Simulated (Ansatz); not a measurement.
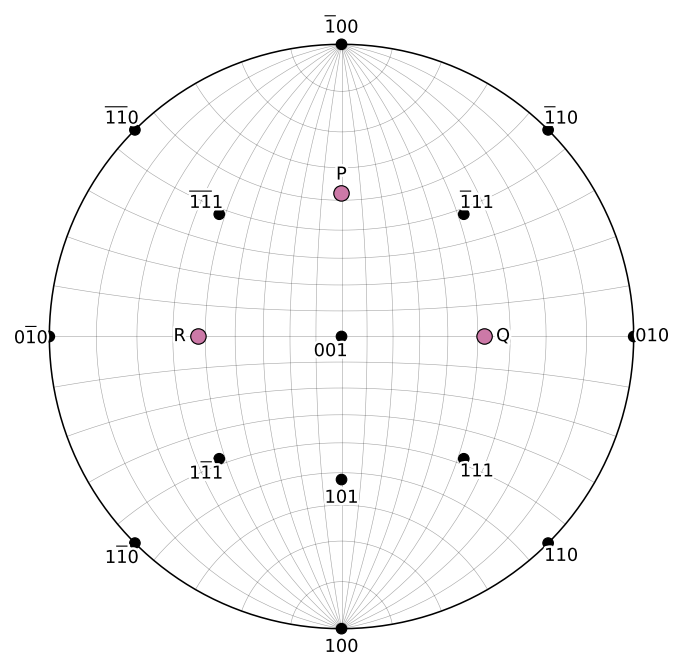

Stereographic projection of plane normals (upper hemisphere) centred on (0 0 1). Crystal: C, coordinates from a relaxation with DFT PBE, scalar-relativistic, plane waves, PAW in Ansatz 0.2.0; the starting structure was generated, so it need not be a known form of this composition. Geometry calculated from the standardised cell; symmetry tolerance 0.002 Å.

a = 3.445 Å, b = 3.445 Å, c = 4.437 Å, α = 90.00°, β = 90.00°, γ = 90.00°.

### Index the poles marked P, Q, R.

P is (−1 0 1), 52.2° from the centre; Q is (0 1 1), 52.2° from the centre; R is (0 −1 1), 52.2° from the centre.

### What is the angle between the normals of (−1 −1 0) and (0 −1 1), and what are their d_hkl = 1/|g|?

56.0°; d = 2.436 Å and 2.721 Å.
